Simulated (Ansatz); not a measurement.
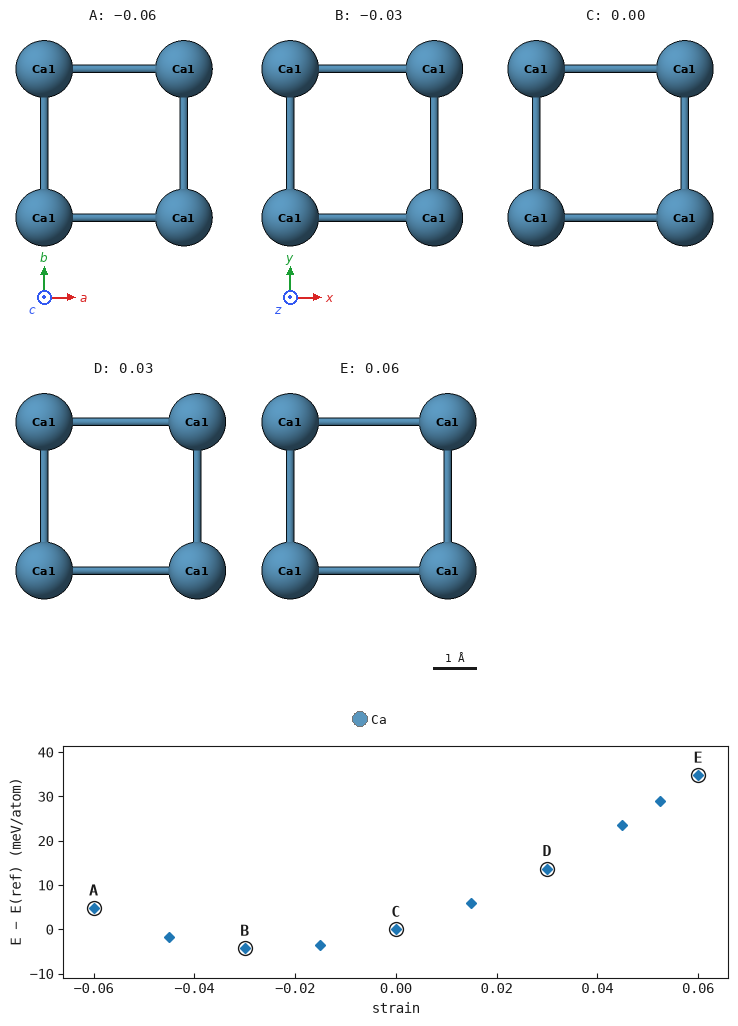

Solid Ca (Pm-3m): the cell is strained along x alone, with the atoms kept at their fractional coordinates. x, y and z are the Cartesian axes of the input. The lettered frames are marked on the plot. Style: ball-and-stick. Shown: the cell of the calculation, along the c axis.

Level of theory: Ansatz, DFT LDA, scalar-relativistic, plane waves, PAW. Settings: plane-wave cutoff 420 eV; k-point mesh 14 × 14 × 14; occupations gaussian; smearing width 0.15 eV; no spin polarisation. Energies (free energies at the smearing named) are counted from the cell as listed in its source, which wasn't relaxed.

Describe the profile.

Answer. The lowest computed point lies at the strain −0.03 (−4.3 meV/atom). The end points stand at 4.8 meV/atom (−0.06) and 34.8 meV/atom (0.06). The unrelaxed reference is under a pressure of −1.2 GPa, which tilts the curve. The distortion takes the space group from Pm-3m to P4/mmm. At the strain −0.06 the cell of the drawing goes a 3.489 → 3.279 Å.
